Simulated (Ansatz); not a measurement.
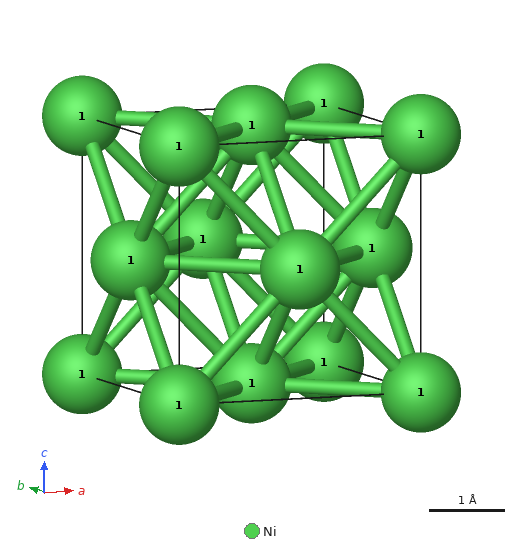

The starting point is crystalline Ni (set up in Fm-3m). A ball-and-stick model of the conventional cell (4 times the calculation's cell), seen slightly off an axis. Lengths and directions refer to the drawn axes.

The calculation used DFT PBE, scalar-relativistic, plane waves, PAW (Ansatz). Settings: plane-wave cutoff 420 eV; occupations gaussian; smearing width 0.1 eV. The k-mesh is chosen for each cell (20×20×20, 18×18×18). Spin polarisation is switched on in some of the runs only.

Now this is done to it. Every nickel atom is replaced by zinc, which gives Zn. Cell and atoms are relaxed again (to zero pressure within 0.1 GPa, forces under 0.01 eV/Å).

Input
```yaml
crystal:
  lattice:
    - [0.0, 1.9573669634, 1.9573669634]
    - [1.9573669634, 0.0, 1.9573669634]
    - [1.9573669634, 1.9573669634, 0.0]
  atoms:
    - { symbol: Zn, position: [0.0, 0.0, 0.0] }
basis:
  ecutwfc: 420
kpoints:
  mp_grid: { grid: [18, 18, 18] }
hamiltonian:
  xc: pbe
scf:
  occupations: { method: gaussian, width: 0.1 }
output:
  forces: true
  stress: true
  eigenvalues: true
relax:
  adjacent_minimum: "off"
  f_tol: 0.01
  max_steps: 60
  cell: { stress_tol: 0.1 }
```

Run as
```bash
ansatz run input.yaml --threads 1 --pin off --max-ram 2560MiB --backend cpu --events-out ev --progress --plain --runs-dir out
```

What does the calculation give for the changed structure?

The volume per atom goes from 10.89 to 15.15 Å³. The absolute magnetisation per cell goes from 0.73 to 0.00 μB (net moment 0.64 and 0.00 μB). It is metallic before and after. The drawn cell changes as follows: a = b = c 3.519 → 3.928 Å (+11.6 %); the volume changes by +39.2 %. The space group stays Fm-3m (No. 225).

The changed structure in the same view:

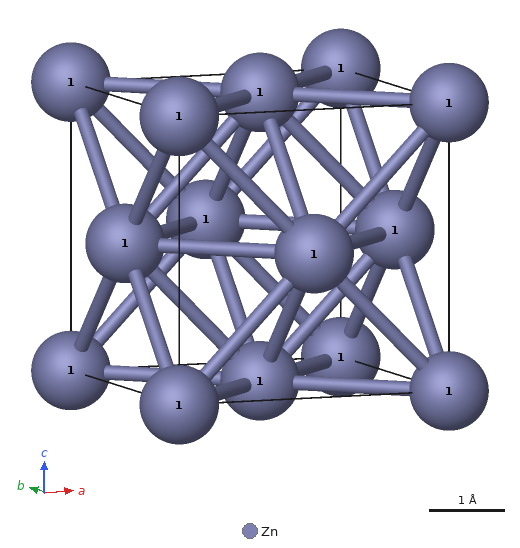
